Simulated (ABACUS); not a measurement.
**Geometry relaxation, with input and output: TiO₂ (part 2 of 3)**

The same run, continued: TiO₂ (12 atoms in the cell); Kohn-Sham DFT of a periodic cell, PBE, PseudoDojo NC SR 0.4.1 PBE standard (ABACUS 3.10.1); cutoff 1360.57 eV, 2×6×4 k-mesh, fermi-dirac of 0.05 eV. The structure derives from an entry of the Crystallography Open Database. The run did not end well. It belongs to a series of runs on one base structure; here: strain_along_c = 0. The run did not end well; see the last part.

Geometry of the input (Å; fractional positions):
```
9.4590  0.0000  0.0000
0.0000  2.9585  0.0000
0.0000  0.0000  4.9022
Ti 0.6369  0.2500  0.5646
Ti 0.3631  0.7500  0.4354
Ti 0.8631  0.7500  0.0646
Ti 0.1369  0.2500  0.9354
O  0.4724  0.2500  0.2916
O  0.5276  0.7500  0.7084
O  0.0276  0.7500  0.7916
O  0.9724  0.2500  0.2084
O  0.7663  0.2500  0.8635
O  0.2337  0.7500  0.1365
O  0.7337  0.7500  0.3635
O  0.2663  0.2500  0.6365
```

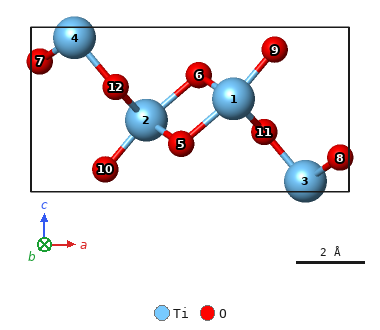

*The structure as given in the input (ball-and-stick view of the cell of the calculation, along the b axis; atoms are numbered from 1 in the order of the input).*

### Output, continued
```
(for optimal symmetric configuration:)
                             BRAVAIS TYPE = 8
                     BRAVAIS LATTICE NAME = 08. Orthorhombic P(simple)
                                    ibrav = 8
                                    IBRAV = 8
                                  BRAVAIS = SIMPLE ORTHORHOMBIC CELL
                       LATTICE CONSTANT A = 2.9585
                                B/A RATIO = 1.65699
                                C/A RATIO = 3.19723
Original cell was already a primitive cell.
                        ROTATION MATRICES = 8
              PURE POINT GROUP OPERATIONS = 2
                   SPACE GROUP OPERATIONS = 8
                                       C2 = 0
                                       C3 = 0
                                       C4 = 0
                                       C6 = 0
                                       S1 = 0
                                       S3 = 0
                                       S4 = 0
                                       S6 = 0
                              POINT GROUP = S_2
                                       C2 = 3
                                       C3 = 0
                                       C4 = 0
                                       C6 = 0
                                       S1 = 3
                                       S3 = 0
                                       S4 = 0
                                       S6 = 0
               POINT GROUP IN SPACE GROUP = D_2h

 SETUP K-POINTS
                                    nspin = 1
                   Input type of k points = Monkhorst-Pack(Gamma)
                                   nkstot = 48
                       right hand lattice = 1
(for reciprocal lattice: )
                             BRAVAIS TYPE = 8
                     BRAVAIS LATTICE NAME = 08. Orthorhombic P(simple)
                                    ibrav = 8
                       right hand lattice = 1
(for k-lattice: )
                             BRAVAIS TYPE = 8
                     BRAVAIS LATTICE NAME = 08. Orthorhombic P(simple)
                                    ibrav = 8
                       right hand lattice = 1
                        ROTATION MATRICES = 8
                               nkstot_ibz = 24
K-POINTS REDUCTION ACCORDING TO SYMMETRY
     IBZ    DIRECT_X    DIRECT_Y    DIRECT_Z  WEIGHT  ibz2bz
       1  0.00000000  0.00000000  0.00000000  0.0208       0
       2  0.50000000  0.00000000  0.00000000  0.0208       1
       3  0.00000000  0.16666667  0.00000000  0.0417       2
       4  0.50000000  0.16666667  0.00000000  0.0417       3
       5  0.00000000  0.33333333  0.00000000  0.0417       4
       6  0.50000000  0.33333333  0.00000000  0.0417       5
       7  0.00000000  0.50000000  0.00000000  0.0208       6
       8  0.50000000  0.50000000  0.00000000  0.0208       7
       9  0.00000000  0.00000000  0.25000000  0.0417      12
      10  0.50000000  0.00000000  0.25000000  0.0417      13
      11  0.00000000  0.16666667  0.25000000  0.0833      14
      12  0.50000000  0.16666667  0.25000000  0.0833      15
      13  0.00000000  0.33333333  0.25000000  0.0833      16
      14  0.50000000  0.33333333  0.25000000  0.0833      17
      15  0.00000000  0.50000000  0.25000000  0.0417      18
      16  0.50000000  0.50000000  0.25000000  0.0417      19
      17  0.00000000  0.00000000  0.50000000  0.0208      24
      18  0.50000000  0.00000000  0.50000000  0.0208      25
      19  0.00000000  0.16666667  0.50000000  0.0417      26
      20  0.50000000  0.16666667  0.50000000  0.0417      27
      21  0.00000000  0.33333333  0.50000000  0.0417      28
      22  0.50000000  0.33333333  0.50000000  0.0417      29
      23  0.00000000  0.50000000  0.50000000  0.0208      30
      24  0.50000000  0.50000000  0.50000000  0.0208      31

                               nkstot now = 24
[... K-POINTS DIRECT COORDINATES: 24 rows ...]

           k-point number in this process = 24
       minimum distributed K point number = 24
[... stars of the k points ...]

[... K-POINTS CARTESIAN COORDINATES: 24 rows ...]

[... K-POINTS DIRECT COORDINATES: 24 rows ...]

 SETUP PLANE WAVES FOR WAVE FUNCTIONS
     energy cutoff for wavefunc (unit:Ry) = 100
              fft grid for wave functions = [ 120, 36, 60 ]
                    number of plane waves = 19093
                         number of sticks = 907

 PARALLEL PW FOR WAVE FUNCTIONS
     PROC   COLUMNS(POT)             PW
        1            227           4775
        2            226           4772
        3            227           4773
        4            227           4773
 --------------- sum -------------------
        4            907          19093

 SET NONLOCAL PSEUDOPOTENTIAL PROJECTORS
 SET NONLOCAL PSEUDOPOTENTIAL PROJECTORS
 max number of nonlocal projetors among all species is 6

 -------------------------------------------
 SELF-CONSISTENT
 -------------------------------------------

 SETUP SEARCHING RADIUS FOR PROGRAM TO SEARCH ADJACENT ATOMS
                  longest orb rcut (Bohr) = 7
   longest nonlocal projector rcut (Bohr) = 1.7
                     search radius (Bohr) = 17.4
              searching radius is (Bohr)) = 17.4
         searching radius unit is (Bohr)) = 1.89
                         PeriodicBoundary = 1
                        Radius(unit:lat0) = 9.21
                                   glayer = [ 2, 5, 3 ]
                             glayer_minus = [ 1, 4, 2 ]

Find the coordinate range of the input atom(unit:lat0).
                                  min_tau = [ -9.19, -11.1, -9.44 ]
                                  max_tau = [ 18.6, 14.1, 14.3 ]
                                BoxNumber = [ 3, 9, 5 ]

 SETUP EXTENDED REAL SPACE GRID FOR GRID INTEGRATION
                          real space grid = [ 120, 36, 60 ]
                 big cell numbers in grid = [ 24, 9, 20 ]
             meshcell numbers in big cell = [ 5, 4, 3 ]
                        extended fft grid = [ 10, 12, 16 ]
                dimension of extened grid = [ 45, 34, 53 ]
                            UnitCellTotal = 45
              Atom number in sub-FFT-grid = 12
    Local orbitals number in sub-FFT-grid = 208
                                ParaV.nnr = 126412
                                 init_chg = atomic

 LCAO ALGORITHM --------------- ION=   1  ELEC=   1--------------------------------

 Density error is 0.169504833489
----------------------------------------------------------
     Energy           Rydberg                 eV
----------------------------------------------------------
 E_KohnSham     -737.9534679046      -10040.3720223629
 E_Harris       -742.5680405719      -10103.1565044736
 E_Fermi        0.6800651731         9.2527613661
----------------------------------------------------------

 LCAO ALGORITHM --------------- ION=   1  ELEC=   2--------------------------------

 Density error is 0.427375077957
----------------------------------------------------------
     Energy           Rydberg                 eV
----------------------------------------------------------
 E_KohnSham     -731.1305969727      -9947.5421009702
 E_Harris       -679.0434014220      -9238.8594486407
 E_Fermi        0.5994815624         8.1563650941
----------------------------------------------------------

 LCAO ALGORITHM --------------- ION=   1  ELEC=   3--------------------------------

 Density error is 0.0817615173863
----------------------------------------------------------
     Energy           Rydberg                 eV
----------------------------------------------------------
 E_KohnSham     -740.8705433862      -10080.0608704083
 E_Harris       -755.8464397524      -10283.8183936463
 E_Fermi        0.7178586792         9.7669683957
----------------------------------------------------------

 LCAO ALGORITHM --------------- ION=   1  ELEC=   4--------------------------------

 Density error is 0.0524884062659
----------------------------------------------------------
     Energy           Rydberg                 eV
----------------------------------------------------------
 E_KohnSham     -740.7182419164      -10077.9887026058
 E_Harris       -750.3458129078      -10208.9785259884
 E_Fermi        0.6601805944         8.9822177931
----------------------------------------------------------

 LCAO ALGORITHM --------------- ION=   1  ELEC=   5--------------------------------

 Density error is 0.0207653921436
----------------------------------------------------------
     Energy           Rydberg                 eV
----------------------------------------------------------
 E_KohnSham     -740.7219024867      -10078.0385072196
 E_Harris       -744.3405613898      -10127.2728874203
 E_Fermi        0.6035189505         8.2112965772
----------------------------------------------------------

 LCAO ALGORITHM --------------- ION=   1  ELEC=   6--------------------------------

 Density error is 0.00462119804768
----------------------------------------------------------
     Energy           Rydberg                 eV
----------------------------------------------------------
 E_KohnSham     -740.7415294983      -10078.3055464126
 E_Harris       -740.3441611640      -10072.8990728609
 E_Fermi        0.6222768065         8.4665103023
----------------------------------------------------------

 LCAO ALGORITHM --------------- ION=   1  ELEC=   7--------------------------------

 Density error is 0.00244460776481
----------------------------------------------------------
     Energy           Rydberg                 eV
----------------------------------------------------------
 E_KohnSham     -740.7425505205      -10078.3194381312
 E_Harris       -740.3107247797      -10072.4441475140
 E_Fermi        0.6052685852         8.2351015785
----------------------------------------------------------

 LCAO ALGORITHM --------------- ION=   1  ELEC=   8--------------------------------

 Density error is 0.00066706947028
----------------------------------------------------------
     Energy           Rydberg                 eV
----------------------------------------------------------
 E_KohnSham     -740.7427200326      -10078.3217444622
 E_Harris       -740.6009459858      -10076.3928095973
 E_Fermi        0.6075190319         8.2657204777
----------------------------------------------------------

 LCAO ALGORITHM --------------- ION=   1  ELEC=   9--------------------------------

 Density error is 0.000212050213728
----------------------------------------------------------
     Energy           Rydberg                 eV
----------------------------------------------------------
 E_KohnSham     -740.7427251279      -10078.3218137878
 E_Harris       -740.6980543164      -10077.7140362162
 E_Fermi        0.6083013085         8.2763638960
----------------------------------------------------------

 LCAO ALGORITHM --------------- ION=   1  ELEC=  10--------------------------------

 Density error is 2.59378106042e-05
----------------------------------------------------------
     Energy           Rydberg                 eV
----------------------------------------------------------
 E_KohnSham     -740.7427267275      -10078.3218355511
 E_Harris       -740.7381548869      -10078.2596324678
 E_Fermi        0.6086275370         8.2808024631
----------------------------------------------------------
```

### File opt.log
```
      Step          Energy          fmax
FIRE:    0   -10078.299355        0.323724
FIRE:    1   -10078.305096        0.205080
FIRE:    2   -10078.309690        0.115820
FIRE:    3   -10078.309673        0.237941
FIRE:    4   -10078.310264        0.218146
FIRE:    5   -10078.311258        0.181688
FIRE:    6   -10078.312306        0.135937
FIRE:    7   -10078.313084        0.096986
FIRE:    8   -10078.313630        0.091522
FIRE:    9   -10078.313932        0.114462
FIRE:   10   -10078.314250        0.135464
FIRE:   11   -10078.314872        0.141325
FIRE:   12   -10078.315850        0.124750
FIRE:   13   -10078.317070        0.085566
FIRE:   14   -10078.318130        0.049861
FIRE:   15   -10078.318742        0.074792
FIRE:   16   -10078.319388        0.091336
FIRE:   17   -10078.320509        0.058962
FIRE:   18   -10078.321472        0.028398
```

### Standard output
```
ABACUS v3.10.1

               Atomic-orbital Based Ab-initio Computation at UStc

d2933c7 ( +0800)

%%%%%%%%%%%%%%%%%%%%%%%%%%%%%%%%%%%%%%%%%%%%%%%%%%%%%%%%%%%%%%%%%%%%%%%%%%%%%%%%%%%%%%%%%%%%%%%%%%%%%%%%%
 Warning: the number of valence electrons in pseudopotential > 4 for Ti: [Ar] 3d2 4s2
 Pseudopotentials with additional electrons can yield (more) accurate outcomes, but may be less efficient.
 If you're confident that your chosen pseudopotential is appropriate, you can safely ignore this warning.
%%%%%%%%%%%%%%%%%%%%%%%%%%%%%%%%%%%%%%%%%%%%%%%%%%%%%%%%%%%%%%%%%%%%%%%%%%%%%%%%%%%%%%%%%%%%%%%%%%%%%%%%%

 UNIFORM GRID DIM        : 120 * 36 * 60
 UNIFORM GRID DIM(BIG)   : 24 * 9 * 20
 ---------------------------------------------------------
 Self-consistent calculations for electrons
 ---------------------------------------------------------
 SPIN    KPOINTS         PROCESSORS  THREADS     NBASE
 1       24              4           4           208
 ---------------------------------------------------------
 Use Systematically Improvable Atomic bases
 ---------------------------------------------------------
 ELEMENT ORBITALS        NBASE       NATOM       XC
 Ti      3s2p2d1f-7au    26          4
 O       2s2p1d-6au      13          8
 ---------------------------------------------------------
 Initial plane wave basis and FFT box
 ---------------------------------------------------------
 -------------------------------------------
 SELF-CONSISTENT :
 -------------------------------------------
 START CHARGE      : atomic
 ITER       ETOT/eV          EDIFF/eV         DRHO     TIME/s
 GE1     -1.00403720e+04   0.00000000e+00   1.6950e-01   1.46
 GE2     -9.94754210e+03   9.28299214e+01   4.2738e-01   1.29
 GE3     -1.00800609e+04  -1.32518769e+02   8.1762e-02   1.30
 GE4     -1.00779887e+04   2.07216780e+00   5.2488e-02   1.32
 GE5     -1.00780385e+04  -4.98046137e-02   2.0765e-02   1.31
 GE6     -1.00783055e+04  -2.67039193e-01   4.6212e-03   1.41
 GE7     -1.00783194e+04  -1.38917186e-02   2.4446e-03   1.33
 GE8     -1.00783217e+04  -2.30633101e-03   6.6707e-04   1.35
 GE9     -1.00783218e+04  -6.93255929e-05   2.1205e-04   1.30
 GE10    -1.00783218e+04  -2.17632702e-05   2.5938e-05   1.30
```

### File warning.log
```
rtmag_type = 2
                       charge from rho_at = 11.9598
                         charge should be = 12
                            startmag_type = 2
                       charge from rho_at = 5.99982
                         charge should be = 6
```
